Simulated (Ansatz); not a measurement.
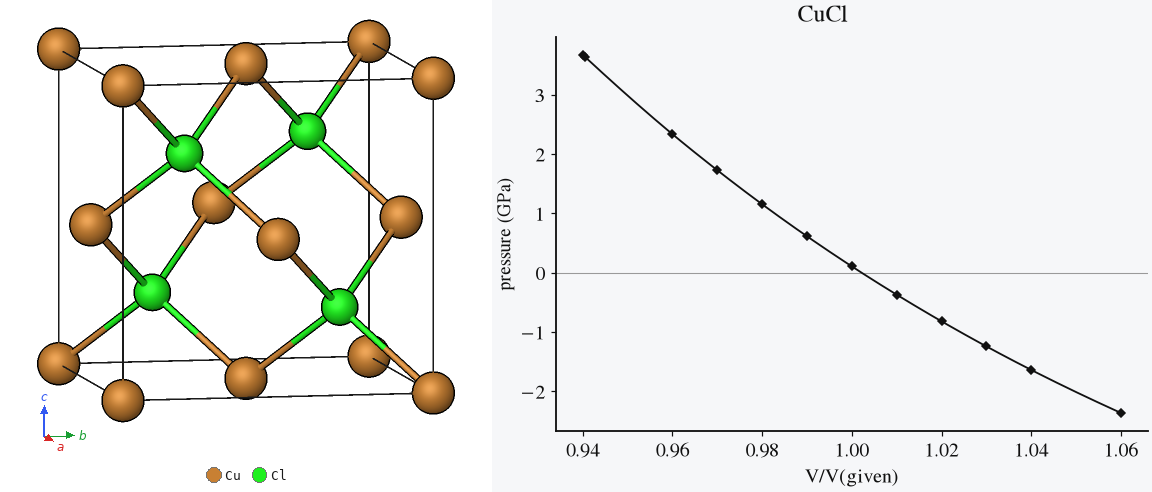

Pressure against V/V(given) for CuCl, space group F-43m (No. 216). The conventional cell is drawn beside the plot.

V(given) is 19.90 Å³/atom.

The pressure falls from 3.673 GPa at V/V(given) 0.9400 to −2.367 GPa at 1.0600, and changes sign near 1.002. The volume at zero pressure from a fit of the pressures is 19.9 Å³/atom. The bulk modulus from that fit is 48.7 GPa.

Computed with Ansatz 0.2.0: periodic Kohn-Sham DFT of a crystal at fixed atoms, scaled to the stated factor times the given cell; pressure positive in compression. Level: PBE.

```json
{"setting": "method", "value": "frozen-core PAW"}
{"setting": "relativity", "value": "scalar"}
{"setting": "k mesh", "value": "11×11×11"}
{"setting": "occupations", "value": "Fermi–Dirac"}
{"setting": "smearing width", "value": "0.03 eV"}
{"setting": "wave cutoff", "value": "420 eV"}
{"setting": "PAW set", "value": "soft_2"}
```

Cell as given: a = 3.833 Å, b = 3.833 Å, c = 3.833 Å, α = 60.00°, β = 60.00°, γ = 60.00°; 2 atoms.

One of the inputs:
```
crystal:
  lattice:
    - [0.0, 2.7101, 2.7101]
    - [2.7101, 0.0, 2.7101]
    - [2.7101, 2.7101, 0.0]
  atoms:
    - { symbol: Cu, position: [0.0, 0.0, 0.0] }
    - { symbol: Cl, position: [0.75, 0.75, 0.75] }
kpoints:
  mp_grid: { grid: [11, 11, 11] }
  band_path:
    path:
      - [0.0, 0.0, 0.0]
      - [-0.5, -0.5, 0.0]
      - [-0.375, -0.375, 0.25]
      - [-0.375, 0.0, 0.375]
      - [0.0, 0.0, 0.0]
      - [0.0, 0.0, 0.5]
      - [-0.5, -0.25, 0.25]
      - [-0.5, -0.5, 0.0]
    npoints: 14
scf:
  occupations: { method: fermi_dirac, width: 0.03 }
hamiltonian:
  xc: pbe
  pseudopotentials: { kind: paw }
output:
  forces: true
  stress: true
  eigenvalues: true
  efg: { contact_densities: true }
  populations: true
  bader: true
  dos: { projected: true, de: 0.2, e_range: [-14, 8] }
  write_density: true
  write_potential: true
  elf: true
  volumetric_format: npy
```

Command:
```bash
ansatz run input.yaml --threads 1 --pin off --max-ram 3072MiB --backend cpu --events-out ev --progress --plain --runs-dir out
```
